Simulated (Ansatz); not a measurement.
Sn4HO: geometry relaxation (part 1 of 2)

Sn4HO (slab, 6 atoms in the cell), computed with DFT PBEsol, scalar-relativistic, plane waves, PAW, no spin polarisation (Ansatz 0.2.0).

The structure derives from an entry of the Crystallography Open Database. The input holds or restrains some coordinates. Forces given for the steps count only the free coordinates. It belongs to a series of runs on one base structure; here: OH put at a hollow Sn-Sn-Sn site.

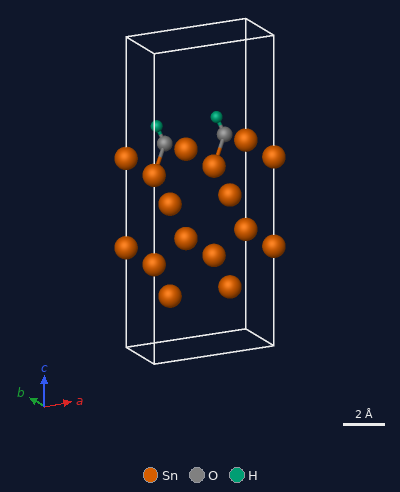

The starting structure (ball-and-stick view of the 2 × 1 repeat of the cell, with the vacuum cut short, seen slightly off an axis; bonded neighbours outside the cell are drawn too). An atom can appear more than once, as a periodic image.

Key numbers

| quantity | value |
| --- | --- |
| outcome | converged under the restraints of the input |
| electrons treated | 63 |
| free energy | −24374.7301 eV |
| work function, top face | 3.93 eV |
| work function, bottom face | 4.10 eV |
| Fermi energy | 1.532 eV |
| gap on the k-point mesh | none (metallic) |
| final volume | 309.97 Å³ |
| work function (upper face) | 3.93 eV |
| largest force (length of the vector) at the end, held atoms and coordinates included | 0.150 eV/Å |
| hardware | 2 threads of Arm Neoverse V2, 24 GiB of memory available, shared host |
| wall time | 7.4 min (CPU time 15 min) |
| peak memory | 0.71 GiB |

Remarks

The program warns: the exchange-correlation potential is rough where the density is thin. The cell holds an odd number of electrons but the run has no spin polarisation, so a band is left half filled.

Input
```yaml
crystal:
  lattice:
    - [3.4135078666, 0.0, 0.0]
    - [0.3483379104, 3.3956879502, 0.0]
    - [0.0, 0.0, 26.7417357796]
  atoms:
    - { symbol: Sn, position: [0.5, 0.5, 0.3178552084] }
    - { symbol: Sn, position: [0.0, 0.0, 0.4033861283] }
    - { symbol: Sn, position: [0.5, 0.5, 0.494334095] }
    - { symbol: Sn, position: [0.0, 0.0, 0.5748435398] }
    - { symbol: O, position: [0.3333333333, 0.3333333333, 0.6189693217] }
    - { symbol: H, position: [0.2311181123, 0.4020080063, 0.6518766845] }
basis:
  ecutwfc: 420
kpoints:
  mp_grid: { grid: [9, 9, 1] }
hamiltonian:
  xc: pbesol
scf:
  occupations: { method: gaussian, width: 0.1 }
output:
  forces: true
  eigenvalues: true
  write_density: true
  write_potential: true
  elf: true
  volumetric_format: npy
relax:
  adjacent_minimum: "off"
  f_tol: 0.03
  max_steps: 70
  constraints: [{ sites: [0, 1] }]
efield:
  axis: 3
  dipole_correction: true
  ramp_width: 0.04
```

Run as:
```bash
ansatz run input.yaml --threads 2 --pin off --max-ram 5120MiB --backend cpu --events-out ev --progress --plain --runs-dir out
```

Log
```
Engine: ansatz 0.2.0, aarch64-unknown-linux-gnu
Pseudopotentials: kind: paw
Pseudopotential: Sn, paw, valence charge 14, recommended cutoff 420 eV (normal), Sn.paw.azcp
Pseudopotential: O, paw, valence charge 6, recommended cutoff 420 eV (normal), O.paw.azcp
Pseudopotential: H, paw, valence charge 1, recommended cutoff 420 eV (normal), H.paw.azcp
Functional definition: PBEsol
  exchange = pbesol_x
  correlation = pbesol_c
Crystal: 6 atoms, lattice volume = 309.969 Å³
Basis set: ecut = 420 eV, 6107 PW (Γ), exchange–correlation on 48×48×360 points (8 copies of the dense FFT grid, shifted against one another)
Bands: 38, of which v1, the nominal top of the filled ones, is band 32 counted from 1 (31 counted from 0)
Symmetry: 1 space group operations
Space group: P1 (ITA 1), of the structure as read, at distance tolerance 6.8e-5 Å
k-points: 41 of 81 (time reversal used)
Non-local potential: Sn, projectors of the file, l = 0: 2, l = 1: 2, l = 2: 2, l = 3: 2
Non-local potential: O, projectors of the file, l = 0: 2, l = 1: 2, l = 2: 1
Non-local potential: H, projectors of the file, l = 0: 2, l = 1: 1
PAW form: soft (Blöchl's): semilocal exchange-correlation on the pseudo side does not see the compensation charge
PAW frozen core: Sn, regenerated for the run's functional, and the local potential with it (the file was generated under x = pbe(κ = 0.804, μ = 0.2195149727645171), c = pbe(β = 0.06672455060314922))
PAW frozen core: O, regenerated for the run's functional, and the local potential with it (the file was generated under x = pbe(κ = 0.804, μ = 0.2195149727645171), c = pbe(β = 0.06672455060314922))
PAW one-centre angular grid: Sn, 590 points (default); XC on 64 Gauss nodes
PAW one-centre angular grid: O, 110 points (default); XC on 64 Gauss nodes
PAW one-centre angular grid: H, 110 points (default); XC on 64 Gauss nodes
Initial density: superposition of atomic densities (neutral atoms: chi_scale 0, normalization atom), corrected by the library's trained network
Initial wavefunctions: pseudopotential atomic-orbital guess
Functional: x = pbesol(κ = 0.804, μ = 0.12345679012345678), c = pbesol(β = 0.046)
SCF iter   1: F=—  HF=-24374.283958 eV  |F-HF|=—  |Δ(HF+E_count)|=         —  Δρ=3.06e-3  dr2=2.94e-1  ethr=1.77e-3  p=0.101 e·Å  D=5.91e-2 V/Å  ΔV_dip=-1.58 eV  dr2_dipole=9.55e-2  V_vac-E_F(+/−)=2.76/4.34 eV  ⟨swp⟩=7.8  Hψ=6726  notcnv=0
efield: sawtooth ramp at fractional position 0.9649 (placed from the atoms, in the widest stretch of the axis that holds none; the zero of the levels goes with the place), width 0.0400; the density the first Hamiltonian is built on has a dipole p = 0.101 e·Å; the dipole correction subtracts the counter field D = 5.91e-2 V/Å, which shifts the + side's vacuum level by -1.58 eV against the − side's; the planar-averaged density in the ramp window peaks in size at 3.3e-6 e/Å³
preconditioner: auto → LDOS  [metal: Δε(μ)=0.043 eV  Ē_g=18.163 eV  σ=0.100 eV  W_gap=0.23  n_scr=52 (ndim 8)  ℏωp=16.7 eV  f_vac=0.570  D(μ)=3.92/eV (n_scr^D=12)  β→1.0]
SCF iter   2: F=—  HF=-24374.271344 eV  |F-HF|=—  |Δ(HF+E_count)|=   1.26e-2  Δρ=1.55e-3  dr2=5.03e-2  ethr=4.67e-4  p=0.114 e·Å  D=6.67e-2 V/Å  ΔV_dip=-1.78 eV  dr2_dipole=1.71e-2  V_vac-E_F(+/−)=2.50/4.28 eV  ⟨swp⟩=2.0  Hψ=2072  notcnv=0  defer=58
SCF iter   3: F=—  HF=-24374.269028 eV  |F-HF|=—  |Δ(HF+E_count)|=   2.32e-3  Δρ=1.33e-3  dr2=1.22e-2  ethr=7.98e-5  p=0.117 e·Å  D=6.85e-2 V/Å  ΔV_dip=-1.83 eV  dr2_dipole=3.55e-3  V_vac-E_F(+/−)=2.38/4.21 eV  ⟨swp⟩=2.0  Hψ=2983  notcnv=0  defer=58
SCF iter   4: F=—  HF=-24374.266683 eV  |F-HF|=—  |Δ(HF+E_count)|=   2.35e-3  Δρ=2.52e-4  dr2=6.48e-4  ethr=1.94e-5  p=0.117 e·Å  D=6.84e-2 V/Å  ΔV_dip=-1.83 eV  dr2_dipole=2.73e-4  V_vac-E_F(+/−)=2.36/4.19 eV  ⟨swp⟩=2.0  Hψ=2846  notcnv=0  defer=58
SCF iter   5: F=—  HF=-24374.266625 eV  |F-HF|=—  |Δ(HF+E_count)|=   5.86e-5  Δρ=9.45e-5  dr2=8.01e-5  ethr=1.03e-6  p=0.116 e·Å  D=6.75e-2 V/Å  ΔV_dip=-1.80 eV  dr2_dipole=2.28e-5  V_vac-E_F(+/−)=2.37/4.18 eV  ⟨swp⟩=2.0  Hψ=2802  notcnv=0  defer=57
SCF iter   6: F=-24374.266614 eV  HF=-24374.266621 eV  |F-HF|=6.83e-6  |Δ(HF+E_count)|=   4.14e-6  Δρ=3.47e-5  dr2=9.96e-6  ethr=3.57e-8  p=0.115 e·Å  D=6.71e-2 V/Å  ΔV_dip=-1.79 eV  dr2_dipole=1.63e-6  V_vac-E_F(+/−)=2.38/4.17 eV  ⟨swp⟩=20.6  Hψ=17526  notcnv=0
SCF 1 converged in 6 iterations: F = -24374.266614 eV  dr2 = 9.96e-6
  greatest PAW one-centre occupation: 0.993 electrons in one spin orbital (limit 2), on the Sn atom at site 3 (counted from 0), in its partial waves of l = 2
relax step   1: F+E_penalty+E_count = -24374.26661373 eV  Δ(F+E_penalty+E_count) = +0.000e0 eV  max|allowed force component| = 8.843e-1 eV/Å  Δτ_max = 0.0000 Å  (6 SCF iters, dr2 threshold 2.25e-5 eV, accepted)
Initial density: handed on by an earlier stage of this run
Initial wavefunctions: those handed on with the density
iter 1 solved again at ethr=6.73e-4 eV; its pass at ethr=3.10e-3 eV (dr2=4.24e-1 eV) is discarded
SCF iter   1: F=—  HF=-24374.519947 eV  |F-HF|=—  |Δ(HF+E_count)|=         —  Δρ=1.27e-2  dr2=4.23e-1  ethr=6.73e-4  p=0.115 e·Å  D=6.70e-2 V/Å  ΔV_dip=-1.79 eV  dr2_dipole=1.13e-1  V_vac-E_F(+/−)=2.41/4.20 eV  ⟨swp⟩=1.1  Hψ=7377  notcnv=0  defer=53
efield: sawtooth ramp at fractional position 0.9649 (handed on by an earlier solve), width 0.0400; the density the first Hamiltonian is built on has a dipole p = 0.115 e·Å; the dipole correction subtracts the counter field D = 6.70e-2 V/Å, which shifts the + side's vacuum level by -1.79 eV against the − side's; the planar-averaged density in the ramp window peaks in size at 1.1e-6 e/Å³
preconditioner: auto → LDOS  [metal: Δε(μ)=0.077 eV  Ē_g=18.092 eV  σ=0.100 eV  W_gap=0.41  n_scr=52 (ndim 8)  ℏωp=16.7 eV  f_vac=0.567  D(μ)=3.03/eV (n_scr^D=10)  β→1.0]
SCF iter   2: F=—  HF=-24374.465448 eV  |F-HF|=—  |Δ(HF+E_count)|=   5.45e-2  Δρ=4.59e-3  dr2=8.01e-2  ethr=6.71e-4  p=0.087 e·Å  D=5.09e-2 V/Å  ΔV_dip=-1.36 eV  dr2_dipole=6.29e-3  V_vac-E_F(+/−)=2.81/4.17 eV  ⟨swp⟩=2.7  Hψ=2749  notcnv=0  defer=55
SCF iter   3: F=—  HF=-24374.448883 eV  |F-HF|=—  |Δ(HF+E_count)|=   1.66e-2  Δρ=1.01e-3  dr2=7.37e-3  ethr=1.27e-4  p=0.098 e·Å  D=5.74e-2 V/Å  ΔV_dip=-1.54 eV  dr2_dipole=2.19e-3  V_vac-E_F(+/−)=2.61/4.15 eV  ⟨swp⟩=2.1  Hψ=2440  notcnv=0  defer=61
SCF iter   4: F=—  HF=-24374.448196 eV  |F-HF|=—  |Δ(HF+E_count)|=   6.87e-4  Δρ=4.38e-4  dr2=8.11e-4  ethr=1.17e-5  p=0.093 e·Å  D=5.43e-2 V/Å  ΔV_dip=-1.45 eV  dr2_dipole=2.20e-4  V_vac-E_F(+/−)=2.68/4.14 eV  ⟨swp⟩=2.2  Hψ=2921  notcnv=0  defer=61
SCF iter   5: F=—  HF=-24374.448064 eV  |F-HF|=—  |Δ(HF+E_count)|=   1.32e-4  Δρ=8.25e-5  dr2=5.49e-5  ethr=1.29e-6  p=0.092 e·Å  D=5.34e-2 V/Å  ΔV_dip=-1.43 eV  dr2_dipole=7.18e-6  V_vac-E_F(+/−)=2.70/4.13 eV  ⟨swp⟩=2.0  Hψ=2821  notcnv=0  defer=61
SCF iter   6: F=-24374.448072 eV  HF=-24374.448071 eV  |F-HF|=7.73e-7  |Δ(HF+E_count)|=   6.75e-6  Δρ=2.46e-5  dr2=3.82e-6  ethr=7.76e-8  p=0.091 e·Å  D=5.30e-2 V/Å  ΔV_dip=-1.42 eV  dr2_dipole=2.66e-7  V_vac-E_F(+/−)=2.71/4.13 eV  ⟨swp⟩=20.4  Hψ=17551  notcnv=0
SCF 2 converged in 6 iterations: F = -24374.448072 eV  dr2 = 3.82e-6
relax step   2: F+E_penalty+E_count = -24374.44807153 eV  Δ(F+E_penalty+E_count) = -1.815e-1 eV  max|allowed force component| = 5.784e-1 eV/Å  Δτ_max = 0.1948 Å  (6 SCF iters, dr2 threshold 4.89e-5 eV, accepted)
[... from here on the SCF iterations and repeated set-up lines of each step are left out, up to the last step ...]
SCF 3 converged in 6 iterations: F = -24374.475383 eV  dr2 = 4.48e-6
relax step   3: F+E_penalty+E_count = -24374.47538297 eV  Δ(F+E_penalty+E_count) = -2.731e-2 eV  max|allowed force component| = 1.071e0 eV/Å  Δτ_max = 0.1947 Å  (6 SCF iters, dr2 threshold 2.09e-5 eV, accepted)
SCF 4 converged in 5 iterations: F = -24374.536012 eV  dr2 = 6.95e-5
relax step   4: F+E_penalty+E_count = -24374.53601158 eV  Δ(F+E_penalty+E_count) = -6.063e-2 eV  max|allowed force component| = 1.263e-1 eV/Å  Δτ_max = 0.2000 Å  (5 SCF iters, dr2 threshold 1.00e-4 eV, accepted)
SCF 5 converged in 9 iterations: F = -24374.587429 eV  dr2 = 5.81e-9
relax step   5: F+E_penalty+E_count = -24374.58742903 eV  Δ(F+E_penalty+E_count) = -5.142e-2 eV  max|allowed force component| = 1.129e-1 eV/Å  Δτ_max = 0.1952 Å  (9 SCF iters, dr2 threshold 9.97e-7 eV, accepted)
SCF 6 converged in 8 iterations: F = -24374.632670 eV  dr2 = 2.17e-8
relax step   6: F+E_penalty+E_count = -24374.63267016 eV  Δ(F+E_penalty+E_count) = -4.524e-2 eV  max|allowed force component| = 3.028e-1 eV/Å  Δτ_max = 0.1919 Å  (8 SCF iters, accepted)
SCF 7 converged in 5 iterations: F = -24374.664553 eV  dr2 = 1.22e-5
relax step   7: F+E_penalty+E_count = -24374.66455321 eV  Δ(F+E_penalty+E_count) = -3.188e-2 eV  max|allowed force component| = 5.080e-1 eV/Å  Δτ_max = 0.1949 Å  (5 SCF iters, dr2 threshold 7.32e-5 eV, accepted)
SCF 8 converged in 5 iterations: F = -24374.691884 eV  dr2 = 3.82e-5
relax step   8: F+E_penalty+E_count = -24374.69188410 eV  Δ(F+E_penalty+E_count) = -2.733e-2 eV  max|allowed force component| = 2.175e-1 eV/Å  Δτ_max = 0.2000 Å  (5 SCF iters, dr2 threshold 1.00e-4 eV, accepted)
SCF 9 converged in 9 iterations: F = -24374.708009 eV  dr2 = 5.68e-9
relax step   9: F+E_penalty+E_count = -24374.70800856 eV  Δ(F+E_penalty+E_count) = -1.612e-2 eV  max|allowed force component| = 1.656e-1 eV/Å  Δτ_max = 0.1913 Å  (9 SCF iters, dr2 threshold 8.67e-6 eV, accepted)
SCF 10 converged in 9 iterations: F = -24374.703707 eV  dr2 = 5.69e-9
relax step  10: F+E_penalty+E_count = -24374.70370726 eV  Δ(F+E_penalty+E_count) = +4.301e-3 eV  max|allowed force component| = 4.495e-1 eV/Å  Δτ_max = 0.1975 Å  (9 SCF iters, dr2 threshold 5.03e-6 eV, rejected (line search))
SCF 11 converged in 10 iterations: F = -24374.715235 eV  dr2 = 6.29e-10
relax step  11: F+E_penalty+E_count = -24374.71523495 eV  Δ(F+E_penalty+E_count) = -7.226e-3 eV  max|allowed force component| = 5.884e-2 eV/Å  Δτ_max = 0.0966 Å  (10 SCF iters, accepted)
SCF 12 converged in 9 iterations: F = -24374.720273 eV  dr2 = 1.53e-9
relax step  12: F+E_penalty+E_count = -24374.72027261 eV  Δ(F+E_penalty+E_count) = -5.038e-3 eV  max|allowed force component| = 1.919e-2 eV/Å  Δτ_max = 0.0953 Å  (9 SCF iters, accepted)
SCF 13 converged in 10 iterations: F = -24374.725627 eV  dr2 = 4.42e-10
relax step  13: F+E_penalty+E_count = -24374.72562746 eV  Δ(F+E_penalty+E_count) = -5.355e-3 eV  max|allowed force component| = 3.174e-2 eV/Å  Δτ_max = 0.1463 Å  (10 SCF iters, accepted)
SCF 14 converged in 10 iterations: F = -24374.729032 eV  dr2 = 3.80e-10
relax step  14: F+E_penalty+E_count = -24374.72903208 eV  Δ(F+E_penalty+E_count) = -3.405e-3 eV  max|allowed force component| = 5.489e-2 eV/Å  Δτ_max = 0.1933 Å  (10 SCF iters, accepted)
SCF 15 converged in 8 iterations: F = -24374.730053 eV  dr2 = 2.36e-9
relax step  15: F+E_penalty+E_count = -24374.73005343 eV  Δ(F+E_penalty+E_count) = -1.021e-3 eV  max|allowed force component| = 2.369e-2 eV/Å  Δτ_max = 0.0493 Å  (8 SCF iters, dr2 threshold 3.01e-6 eV, accepted)
iter 1 solved again at ethr=4.64e-12 eV; its pass at ethr=3.10e-3 eV (dr2=2.92e-9 eV) is discarded
SCF iter   1: F=—  HF=-24374.730073 eV  |F-HF|=—  |Δ(HF+E_count)|=         —  Δρ=7.19e-7  dr2=2.95e-9  ethr=4.64e-12  p=0.011 e·Å  D=6.29e-3 V/Å  ΔV_dip=-0.17 eV  dr2_dipole=2.02e-12  V_vac-E_F(+/−)=3.93/4.10 eV  ⟨swp⟩=2.0  Hψ=4226  notcnv=0
efield: sawtooth ramp at fractional position 0.9649 (handed on by an earlier solve), width 0.0400; the density the first Hamiltonian is built on has a dipole p = 0.011 e·Å; the dipole correction subtracts the counter field D = 6.29e-3 V/Å, which shifts the + side's vacuum level by -0.17 eV against the − side's; the planar-averaged density in the ramp window peaks in size at 1.7e-6 e/Å³
preconditioner: auto → LDOS  [metal: Δε(μ)=0.005 eV  Ē_g=18.245 eV  σ=0.100 eV  W_gap=0.03  n_scr=52 (ndim 8)  ℏωp=16.7 eV  f_vac=0.560  D(μ)=3.89/eV (n_scr^D=12)  β→1.0]
SCF iter   2: F=-24374.730053 eV  HF=-24374.730053 eV  |F-HF|=2.80e-9  |Δ(HF+E_count)|=   1.95e-5  Δρ=4.77e-7  dr2=7.06e-10  ethr=4.64e-12  p=0.011 e·Å  D=6.29e-3 V/Å  ΔV_dip=-0.17 eV  dr2_dipole=2.25e-12  V_vac-E_F(+/−)=3.93/4.10 eV  ⟨swp⟩=10.2  Hψ=10476  notcnv=0
SCF 16 converged in 2 iterations: F = -24374.730053 eV  dr2 = 7.06e-10
relax step  16: F+E_penalty+E_count = -24374.73005343 eV  Δ(F+E_penalty+E_count) = -1.375e-9 eV  max|allowed force component| = 2.365e-2 eV/Å  Δτ_max = 0.0000 Å  (2 SCF iters, accepted)
```

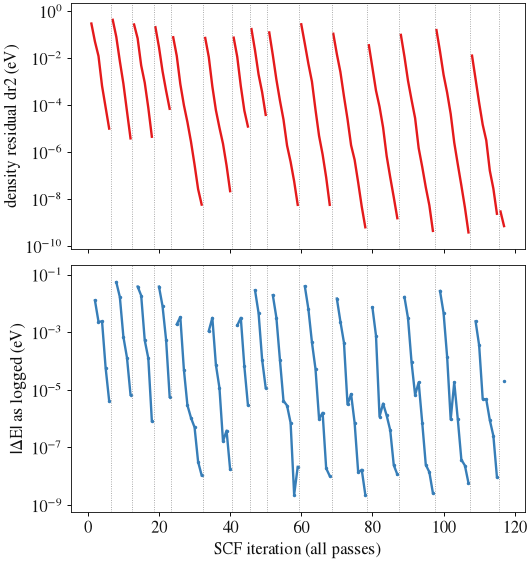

Convergence of the self-consistent field: density residual dr2 and size of the energy change against the SCF iteration. The dotted lines part the SCF passes of the relaxation: geometry steps, rejected trials and re-solves on a re-selected basis. The 16 passes take 2 to 10 iterations each, 117 in all.

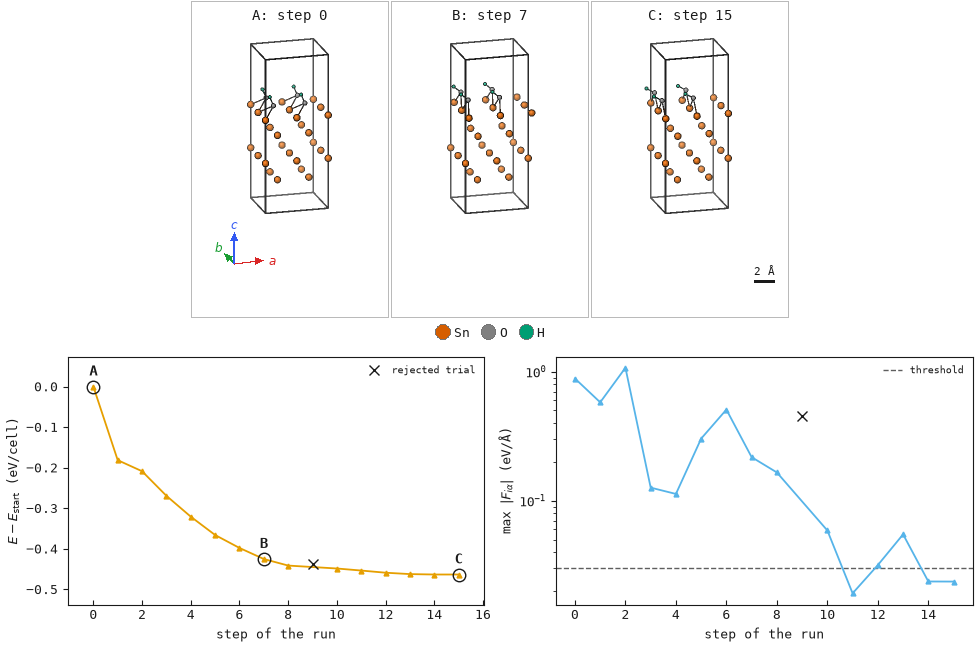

Frames of the restrained relaxation (ball-and-stick view of the 2 × 2 repeat of the cell, with the vacuum cut short, seen slightly off an axis) above the curves, on which the letters mark them (the first geometry is step 0 here and step 1 in the log).

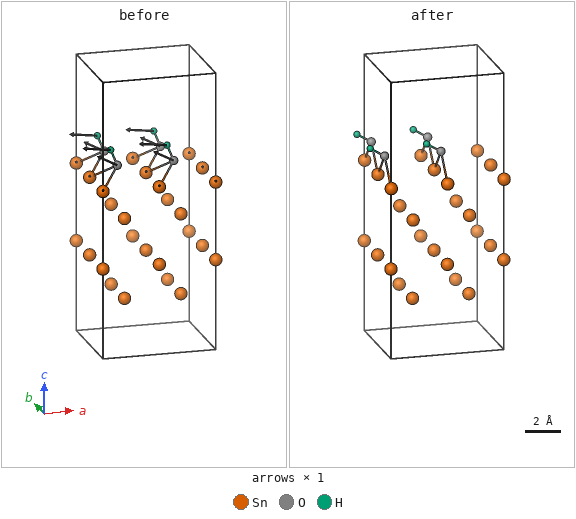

Before (left) and after (right) the restrained relaxation, at one scale (ball-and-stick view of the 2 × 2 repeat of the cell, with the vacuum cut short, seen slightly off an axis). The black arrows give the displacements, at true length. After 15 geometry steps the energy has fallen by 0.463 eV per cell of the calculation. Largest force component: 0.88 eV/Å at the start, 0.024 eV/Å at the end. The line search rejected the trial step at point 9 (counted from 0) and went back. H6 moves most: 1.64 Å. Largest moves by element: H 1.64 Å, O 1.30 Å, Sn 0.18 Å. The lattice vectors keep their values. Among the contacts that change: Sn4–O5 2.709 → 2.279 Å, O5–H6 0.967 → 0.983 Å. Among the angles that change: Sn4–O5–H6 94.7° → 110.3°, Sn4–O5–H6 116.7° → 108.6°, Sn4–O5–Sn4 90.4° → 97.1°. (Atoms are counted from 1 in the order of the input.)
